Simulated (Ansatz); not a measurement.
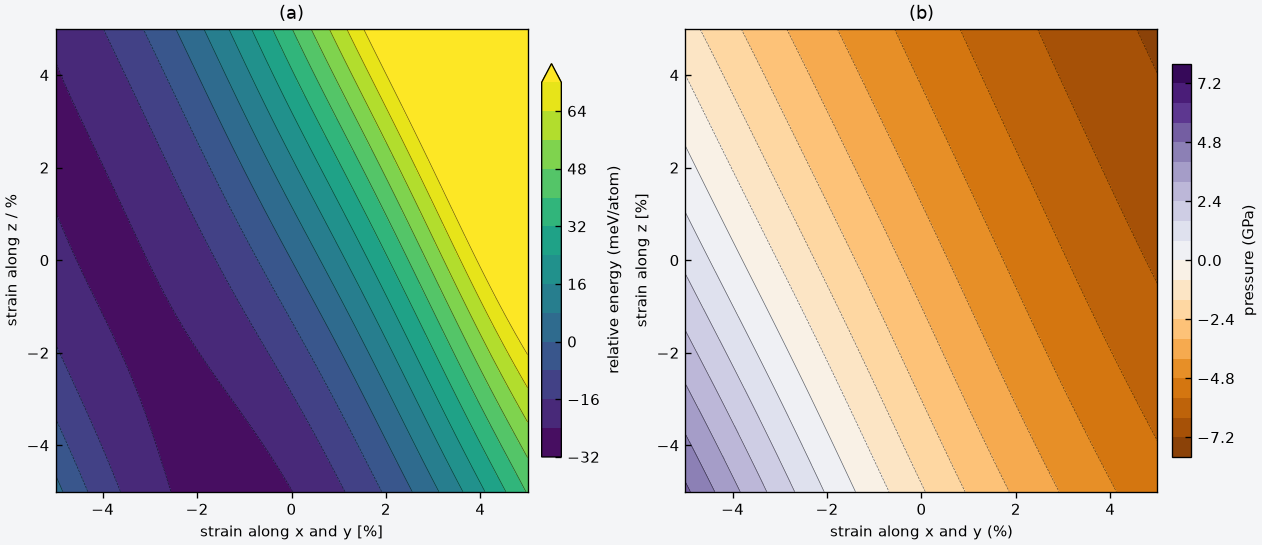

Sn (Immm, No. 71; 1 atom in the cell). The cell is strained homogeneously, by one strain along x and y and another along z, with fractional coordinates fixed (x along [1 0 0], z along [0 0 1] of the conventional cell). First axis: strain along x and y. Second axis: strain along z. The grid has 5 × 5 points. Points are written as (first, second). Energies are in meV/atom, from the unstrained cell. The reference cell is the one listed in the database, not relaxed at this level. The calculation used DFT PBEsol, scalar-relativistic, plane waves, PAW (Ansatz 0.2.0). Settings: cutoff 420 eV, k-mesh 20×20×20, gaussian smearing 0.15 eV, no spin polarisation.

Panel (a) is the energy and panel (b) the computed pressure on the same grid.

In the figure: filled contours, one colour for all values above the top of the scale. Between grid points the surface is interpolated.

Question: How does the pressure vary over the map, and what is it at the lowest grid point?

Answer: It runs from −7.3 GPa at (5.0 %, 5.0 %) to 5.0 GPa at (−5.0 %, −5.0 %). At the lowest grid point, (−2.5 %, −2.5 %), it is −0.1 GPa.

```csv
"strain along z ↓, strain along x and y →",−5.0,−2.5,0.0,2.5,5.0
5.0,−1.3,−3.5,−5.1,−6.4,−7.3
2.5,0.0,−2.5,−4.4,−5.9,−7.0
0.0,1.4,−1.4,−3.6,−5.3,−6.5
−2.5,3.1,−0.1,−2.6,−4.6,−6.0
−5.0,5.0,1.4,−1.5,−3.7,−5.3
```
